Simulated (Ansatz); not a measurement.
# C5H6 (cyclopentadiene): RPA@PBE0/6-31G(d) (spherical functions)

What is the vertical singlet–triplet gap of C5H6 (cyclopentadiene) at RPA@PBE0/6-31G* (spherical functions)? 

Program for the calculation: Ansatz 0.2.0.

35 further runs of the same task are left out: 35 set aside as unsound or not needed.

### Step 1. The structure to begin with

C5H6: 11 atoms, total charge 0, spin state singlet. As SMILES, `C1=CCC=C1`. Geometry: relaxed at PBE0-D4/def2-TZVP.

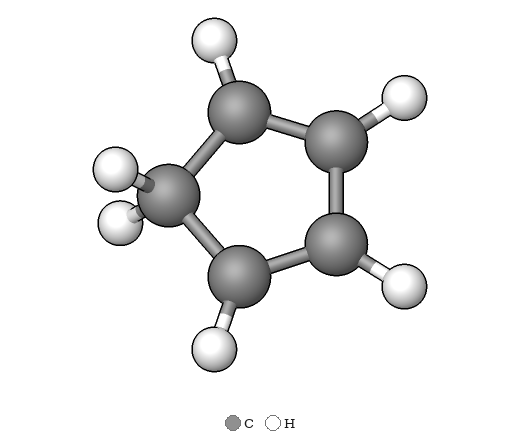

Viewed from a chosen angle; carbon grey, hydrogen white.

### Step 2. The energy at RPA@PBE0/6-31G(d) (spherical functions)

Input file molecule.yaml:

```yaml
crystal:
  periodic: [false, false, false]
  atoms:
    - {symbol: C, position_ang: [-1.190900, 0.435600, -0.253200]}
    - {symbol: C, position_ang: [-0.728000, 0.015400, 0.934400]}
    - {symbol: C, position_ang: [0.696000, -0.404800, 0.781800]}
    - {symbol: C, position_ang: [0.975900, -0.162000, -0.664000]}
    - {symbol: C, position_ang: [-0.129400, 0.325400, -1.248800]}
    - {symbol: H, position_ang: [-2.189500, 0.800700, -0.455900]}
    - {symbol: H, position_ang: [-1.275300, -0.023600, 1.866100]}
    - {symbol: H, position_ang: [0.845500, -1.456900, 1.058000]}
    - {symbol: H, position_ang: [1.366100, 0.173100, 1.432000]}
    - {symbol: H, position_ang: [1.927600, -0.357200, -1.138600]}
    - {symbol: H, position_ang: [-0.232600, 0.597500, -2.291400]}
basis:
  gaussian: {orbitals: 6-31G_st_-spherical.json}
hamiltonian: {xc: {name: PBE0}}
correlation: {method: rpa, frozen_orbitals: {C: 1, H: 0}}
accuracy: high
```

The basis set 6-31G* is read from a file made from the Basis Set Exchange's data (not shown).

Launch:

```console
ansatz run molecule.yaml --threads 1 --pin off --max-ram 3480MiB --events-out events.jsonl --progress --plain --runs-dir runs
```

What it wrote:

```text
Warning: RAYON_NUM_THREADS=1 ignored (pool sized by the plan → 1); use --threads N
Functional definition: PBE0
  name "PBE0"
  parameter a = 0.25
  parameter kappa = 0.804
  parameter beta = 0.06672455060314922
  exchange = (1 - a)*pbe_x(kappa = kappa, mu = beta*pi^2/3) + a*exact_x
  correlation = pbe_c(beta = beta)
2078 factors; integrals over basis functions are off by at most 3.1e-9 eV
mean field evaluation 1: about -5269.6749 eV, gradient 4.5e1 eV
mean field evaluation 2: about -5270.0403 eV, gradient 4.5e1 eV
mean field evaluation 4: about -5275.1759 eV, gradient 3.0e0 eV
mean field evaluation 8: about -5275.2004 eV, gradient 8.2e-1 eV
mean field evaluation 16: about -5275.2020 eV, gradient 5.9e-5 eV
mean field -5275.20202058 eV, -193.8600985961 hartree, gradient 1.2e-8 eV, S^2 0.000000; 0 other end points of the search recorded, 0 dependent functions left out
5 core orbitals not correlated: weight in the atoms' cores, before any rotation towards them, 1.000 or more for the frozen orbitals, at most 0.000 for the correlated occupied ones
reference -5245.59408043 eV, -192.7720268644 hartree; 13, 13 occupied and 64, 64 virtual orbitals, 2078 factors
Total energy: -5270.20618918 eV, -193.6765051784 hartree
```

It took 6.9 s on 1 thread of Intel Xeon 6975P-C (Granite Rapids), shared host; peak memory 0.35 GiB.

### Step 3. The triplet at the same level

Input file molecule.yaml:

```yaml
crystal:
  periodic: [false, false, false]
  atoms:
    - symbol: C
      position_ang: [-1.190900, 0.435600, -0.253200]
    - symbol: C
      position_ang: [-0.728000, 0.015400, 0.934400]
    - symbol: C
      position_ang: [0.696000, -0.404800, 0.781800]
    - symbol: C
      position_ang: [0.975900, -0.162000, -0.664000]
    - symbol: C
      position_ang: [-0.129400, 0.325400, -1.248800]
    - symbol: H
      position_ang: [-2.189500, 0.800700, -0.455900]
    - symbol: H
      position_ang: [-1.275300, -0.023600, 1.866100]
    - symbol: H
      position_ang: [0.845500, -1.456900, 1.058000]
    - symbol: H
      position_ang: [1.366100, 0.173100, 1.432000]
    - symbol: H
      position_ang: [1.927600, -0.357200, -1.138600]
    - symbol: H
      position_ang: [-0.232600, 0.597500, -2.291400]
basis:
  gaussian: {orbitals: 6-31G_st_-spherical.json}
magnetization: {spin_polarized: true, initial_magnetization: 2}
hamiltonian: {xc: pbe0}
correlation: {method: rpa, frozen_orbitals: {C: 1, H: 0}}
accuracy: high
```

The basis set 6-31G* is read from a file made from the Basis Set Exchange's data (not shown).

Launch:

```console
ansatz run molecule.yaml --threads 1 --pin off --max-ram 3480MiB --events-out events.jsonl --progress --plain --runs-dir runs
```

What it wrote, shortened:

```text
Warning: RAYON_NUM_THREADS=1 ignored (pool sized by the plan → 1); use --threads N
[... 2 set-up lines as earlier in the session ...]
[...]
2078 factors; integrals over basis functions are off by at most 3.1e-9 eV
[...]
mean field -5272.02118696 eV, -193.7432051163 hartree, gradient 3.2e-8 eV, S^2 2.007102; 2 other end points of the search recorded, 0 dependent functions left out
5 core orbitals not correlated: weight in the atoms' cores, before any rotation towards them, 1.000 or more for the frozen orbitals, at most 0.000 for the correlated occupied ones
reference -5242.79597262 eV, -192.6691982990 hartree; 14, 12 occupied and 63, 65 virtual orbitals, 2078 factors
Total energy: -5266.80028334 eV, -193.5513404471 hartree
```

It took 15 s on 1 thread of Intel Xeon 6975P-C (Granite Rapids), shared host; peak memory 0.4 GiB.

### Step 4. Outcome

At RPA@PBE0/6-31G* (spherical functions), 5 core orbitals frozen:

| quantity | value |
| --- | --- |
| singlet: total energy | -193.67651 Eh |
| singlet: RPA correlation energy (valence) | -904.5 mEh |
| triplet: total energy | -193.55134 Eh |
| triplet: RPA correlation energy (valence) | -882.1 mEh |
| triplet: ⟨S²⟩ of the reference determinant | 2.007 |
| vertical energy of the triplet above the singlet | 3.406 eV |

At this shape the triplet lies 3.41 eV (79 kcal/mol) above the singlet.
